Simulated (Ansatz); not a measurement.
## PtTe₂: 6 runs along one coordinate

System: PtTe₂ (P-3m1, 3 atoms in the cell).
Method: DFT PBEsol, scalar-relativistic, plane waves, PAW, no spin polarisation (Ansatz 0.2.0).

The 6 runs differ only in the geometry, by a shift of atoms along one path in a fixed cell. The shift s is measured from run 4: Te1 moves along the Cartesian direction (0.00, 0.00, 1.00), and Te2 with it in fixed proportion. The structure derives from an entry of the Crystallography Open Database.

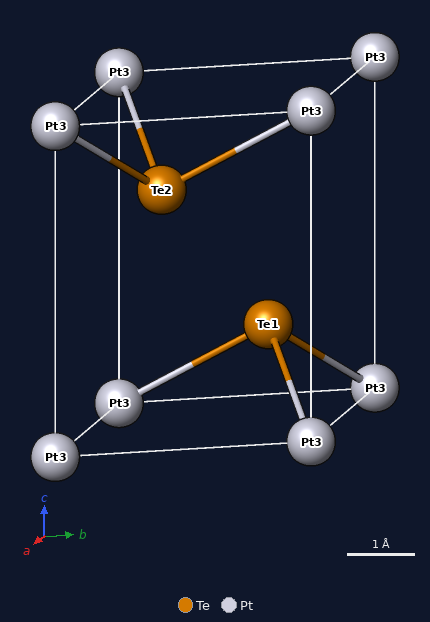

Figure 1. The structure of run 4 (ball-and-stick view of the cell of the calculation, seen slightly off an axis; atoms are numbered from 1 in the order of the input).

### Input of run 4
```yaml
crystal:
  lattice:
    - [4.0083186401, 0.0, 0.0]
    - [-2.00415932, 3.4713057688, 0.0]
    - [0.0, 0.0, 5.0913822628]
  atoms:
    - { symbol: Te, position: [0.3333333333, 0.6666666667, 0.262027149] }
    - { symbol: Te, position: [0.6666666667, 0.3333333333, 0.737972851] }
    - { symbol: Pt, position: [0.0, 0.0, 0.0] }
basis:
  ecutwfc: 420
kpoints:
  mp_grid: { grid: [12, 12, 8] }
hamiltonian:
  xc: pbesol
scf:
  occupations: { method: gaussian, width: 0.15 }
output:
  forces: true
  stress: true
  eigenvalues: true
```

Command:
```bash
ansatz run input.yaml --threads 1 --pin off --max-ram 2048MiB --backend cpu --events-out ev --progress --plain --runs-dir out
```

Run 5 differs from it as follows:
```diff
-    - { symbol: Te, position: [0.3333333333, 0.6666666667, 0.262027149] }
-    - { symbol: Te, position: [0.6666666667, 0.3333333333, 0.737972851] }
+    - { symbol: Te, position: [0.3333333333, 0.6666666667, 0.2829909486] }
+    - { symbol: Te, position: [0.6666666667, 0.3333333333, 0.7170090514] }
```

### Results, with one run withheld

| run | shift s of Te1 (Å) | free energy per atom, from the lowest run given (meV) | pressure (GPa) | force along the path (eV/Å) |
| --- | --- | --- | --- | --- |
| 1 | −0.3201 | 526.96 | 25.73 | 9.396 |
| 2 | −0.2134 | 245.41 | 16.77 | 6.530 |
| 3 | −0.1067 | 68.68 | 9.07 | 3.418 |
| 4 | 0.0000 | 0.00 | 3.16 | 0.541 |
| 5 | 0.1067 | ? | ? | ? |
| 6 | 0.3201 | 319.01 | −1.93 | −6.709 |

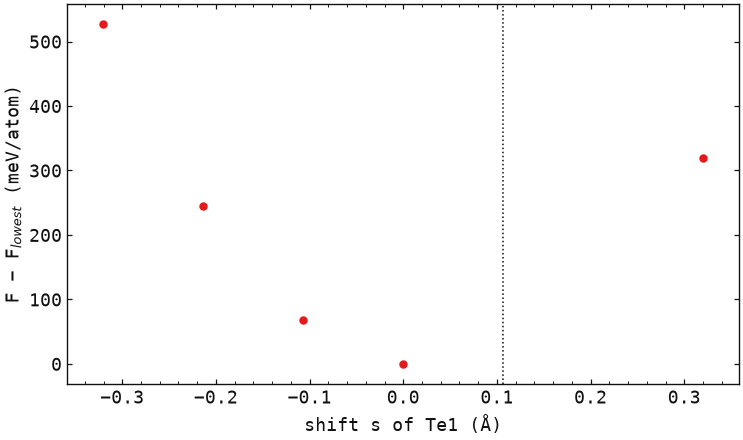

Figure 2. Free energy per atom of the runs given; the dotted line marks run 5.

Estimate the energy of run 5 from the others.

A cubic polynomial in the coordinate, fitted to the 5 runs given, misses them by at most 1.83 meV per atom. With x = s + 0.0640, it reads F = 30.154 − 757.59 x + 4345.9 x² − 1081.2 x³ (meV per atom). At run 5 it gives 22.09 meV per atom, and the run itself gives 24.13. The slope of the fit gives a force −dF/ds of −1.895 eV/Å along the path (summed over the atoms that move), and the printed forces give −1.824 eV/Å. The fit has its minimum at s = 0.0262 Å. So low a polynomial doesn't follow these energies more closely.

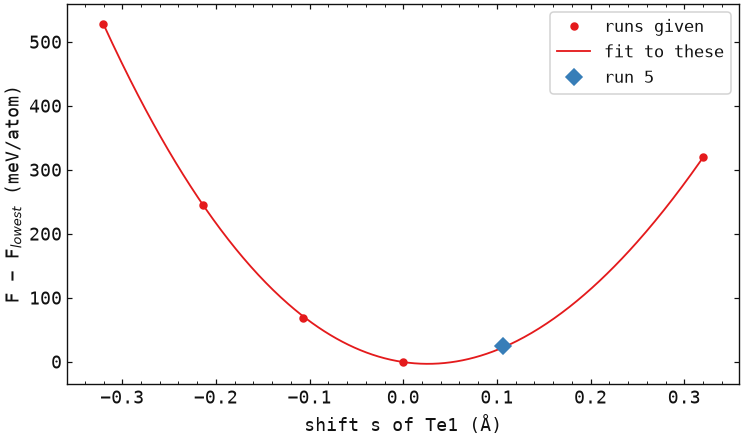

Figure 3. The fit and the withheld run.

### Output, shortened to warnings, some set-up lines, iterations and results (run 5)
```
Basis set: ecut = 420 eV, 1397 PW (Γ), exchange–correlation on 54×54×72 points (8 copies of the dense FFT grid, shifted against one another)
Symmetry: 12 space group operations
k-points: 131 of 1152
Initial density: superposition of atomic densities (neutral atoms: chi_scale 0, normalization atom), corrected by the library's trained network
[...]
SCF iter   1: F=—  HF=-26187.995108 eV  |F-HF|=—  |Δ(HF+E_count)|=         —  Δρ=5.14e-3  dr2=2.14e-2  ethr=1.77e-3  ⟨swp⟩=5.9  Hψ=16330  notcnv=0
SCF iter   2: F=—  HF=-26187.990067 eV  |F-HF|=—  |Δ(HF+E_count)|=   5.04e-3  Δρ=1.71e-3  dr2=2.28e-3  ethr=4.28e-5  ⟨swp⟩=2.2  Hψ=6647  notcnv=0
SCF iter   3: F=—  HF=-26187.989713 eV  |F-HF|=—  |Δ(HF+E_count)|=   3.54e-4  Δρ=8.03e-4  dr2=6.87e-4  ethr=4.56e-6  ⟨swp⟩=2.5  Hψ=6534  notcnv=0
SCF iter   4: F=—  HF=-26187.989617 eV  |F-HF|=—  |Δ(HF+E_count)|=   9.58e-5  Δρ=1.91e-4  dr2=6.72e-5  ethr=1.37e-6  ⟨swp⟩=2.1  Hψ=5083  notcnv=0
SCF iter   5: F=—  HF=-26187.989610 eV  |F-HF|=—  |Δ(HF+E_count)|=   7.30e-6  Δρ=7.54e-5  dr2=4.60e-6  ethr=1.34e-7  ⟨swp⟩=2.0  Hψ=5107  notcnv=0
SCF iter   6: F=—  HF=-26187.989610 eV  |F-HF|=—  |Δ(HF+E_count)|=   4.29e-8  Δρ=1.86e-5  dr2=2.69e-7  ethr=9.19e-9  ⟨swp⟩=2.0  Hψ=5087  notcnv=0
SCF iter   7: F=-26187.989610 eV  HF=-26187.989610 eV  |F-HF|=1.19e-9  |Δ(HF+E_count)|=   5.04e-8  Δρ=3.69e-6  dr2=1.40e-8  ethr=2.00e-10  ⟨swp⟩=7.7  Hψ=16782  notcnv=0
SCF 1 converged in 7 iterations: F = -26187.989610 eV  dr2 = 1.40e-8
SCF converged after 7 iterations
Free energy (F): -26187.989610 eV
Harris-Foulkes:  -26187.989610 eV  (|F-HF|=1.19e-9)
Internal energy: -26187.975249 eV  (E = F + TS)
E sigma→0 (E₀):  -26187.982430 eV
Entropy (-TS):   -0.014360 eV (-4.787 meV/atom)
Fermi energy:    14.196684 eV
--- Per-component energies (eV) ---
  E_band       = -670.912581
  E_kinetic    = 1002.234481
  E_local      = -4173.316880  (includes V_loc(G=0)·N_el)
  E_nonlocal   = -412.960500
  E_hartree    = 2239.467344
  E_xc         = -508.679671
  E_vxc        = -512.913521  (∫ρ·V_xc dr)
  E_paw        = -18486.557897  (= ΣΔE_a)
  E_vpaw       = -1052.889989  (= ΣTr[D̂ρ^β])
  E_aug_tail   = -0.000119  (compensation charges beyond the density's cutoff)
  E_ewald      = -5849.198620
  E_core_change = 1.036612  (= ΣΔE_core)
  E_smearing   = -0.014360  (= −TS)
  E_closure    = -0.000000  (closes the sum)
  Σ components = -26187.989610   (vs F -26187.989610, Δ=0.00e0)
--- Forces (eV/Å), atoms counted from 1 ---
  atom   1  Te    -0.00000000     0.00000000    -0.91178646
  atom   2  Te     0.00000000    -0.00000000     0.91178646
  atom   3  Pt    -0.00000000     0.00000000     0.00000000
  max |Σ_I F_I| component: 4.73e-30 eV/Å
--- Stress (GPa, compression-positive) ---
       -0.385795      -0.000000      -0.000000
       -0.000000      -0.385795       0.000000
       -0.000000      -0.000000      -1.591505
  P = ⅓ Tr σ = -0.7877 GPa (-7.877 kbar)
```

Notes: Spin–orbit coupling is left out, which matters for Pt.
